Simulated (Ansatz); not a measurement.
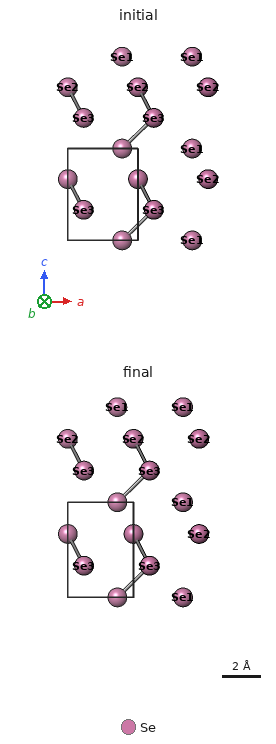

The structure of a crystal of Se (set up in P3_121) before (top) and after (bottom) a relaxation, at one scale.

The picture is a ball-and-stick view of the cell of the calculation, repeated 2 × 1 × 2 with one cell outlined, seen along the b axis.

The run lets cell and atoms move.

These are results of Ansatz 0.2.0, Kohn-Sham DFT of a periodic cell, PBE with D3(BJ)-ATM, Ansatz PAW, not measurements.

The input:
```yaml
crystal:
  lattice:
    - [4.3662, 0.0, 0.0]
    - [-2.1831, 3.781240118, 0.0]
    - [0.0, 0.0, 4.9536]
  atoms:
    - { symbol: Se, position: [0.7746, 0.7746, 0.0] }
    - { symbol: Se, position: [0.0, 0.2254, 0.6666666667] }
    - { symbol: Se, position: [0.2254, 0.0, 0.3333333333] }
hamiltonian:
  xc: pbe
  pseudopotentials: { kind: paw }
  dispersion: d3bjatm
kpoints:
  mp_grid: { grid: [7, 7, 6] }
scf:
  occupations: { method: fermi_dirac, width: 0.05 }
output:
  forces: true
  stress: true
  eigenvalues: true
relax:
  f_tol: 0.01
  max_steps: 40
  cell: { stress_tol: 0.05 }
```

Launched with:
```bash
ansatz run input.yaml --threads 2 --pin off --max-ram 5632MiB --backend cpu --events-out ev --progress --plain --runs-dir out
```

### Summarise the run.

Over 4 accepted moves (5 points after the start) the energy falls by 21.1 meV per atom. The largest force component goes from 0.41 to 0.00047 eV/Å. The pressure goes from 0.89 to 0.00 GPa. The SCF was repeated once at an unchanged geometry on a basis and grid sized afresh for the cell, which shifted the energy by 0.1 meV per atom at most. The largest moves relative to the cell, 0.083 Å, are those of Se1, Se2 and Se3. Se3 goes along +a. The volume changes by −9.2 %, with a = b 4.366 → 4.088 Å (−6.4 %), c 4.954 → 5.129 Å (+3.5 %). Some distances before and after: Se1–Se2 2.373 → 2.439 Å. The space group stays P3_121 (No. 152).
